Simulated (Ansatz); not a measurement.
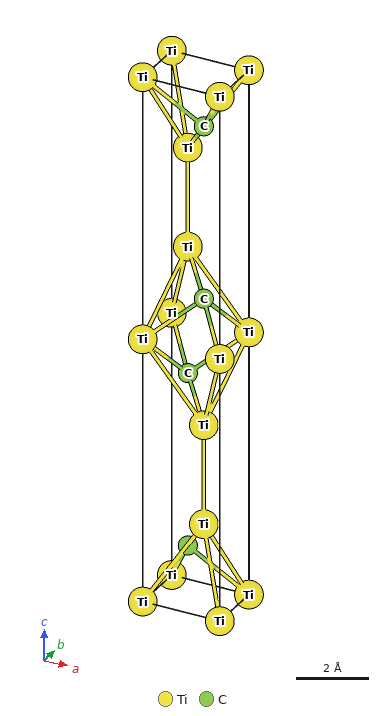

View slightly off an axis, drawn as a ball-and-stick model. The edges of the simulation cell are marked.

```yaml
crystal:
  lattice:
    - [3.07244, 0.00000, 0.00000]
    - [-1.53622, 2.66081, 0.00000]
    - [0.00000, 0.00000, 15.15278]
  atoms:
    - { symbol: Ti, position: [0.33333, 0.66667, 0.84444] }
    - { symbol: Ti, position: [0.66667, 0.33333, 0.34444] }
    - { symbol: Ti, position: [0.66667, 0.33333, 0.15556] }
    - { symbol: Ti, position: [0.33333, 0.66667, 0.65556] }
    - { symbol: Ti, position: [0.00000, 0.00000, 0.00000] }
    - { symbol: Ti, position: [0.00000, 0.00000, 0.50000] }
    - { symbol: C, position: [0.66667, 0.33333, 0.91437] }
    - { symbol: C, position: [0.33333, 0.66667, 0.41437] }
    - { symbol: C, position: [0.66667, 0.33333, 0.58563] }
    - { symbol: C, position: [0.33333, 0.66667, 0.08563] }
```

Theory: DFT r2SCAN, scalar-relativistic, plane waves, PAW (Ansatz). Numerical settings: an energy cutoff of 500 eV, k-point mesh 12×12×4, Gaussian smearing of 0.1 eV, no spin polarisation.

### List the Bader charges.

Ti +1.15 to +1.73 e; C -2.02 e.

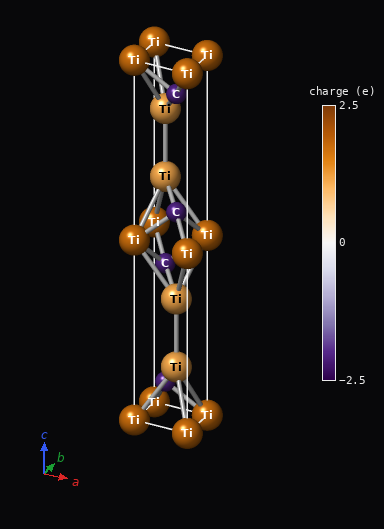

The atoms coloured by those charges.

Its origin is a structure listed in the Materials Project. Earlier steps of the study, as a rule a relaxation of our own, may have changed the cell and positions, so they can lie some per cent off the listed ones. Ansatz was used for an electronic-structure calculation on it.
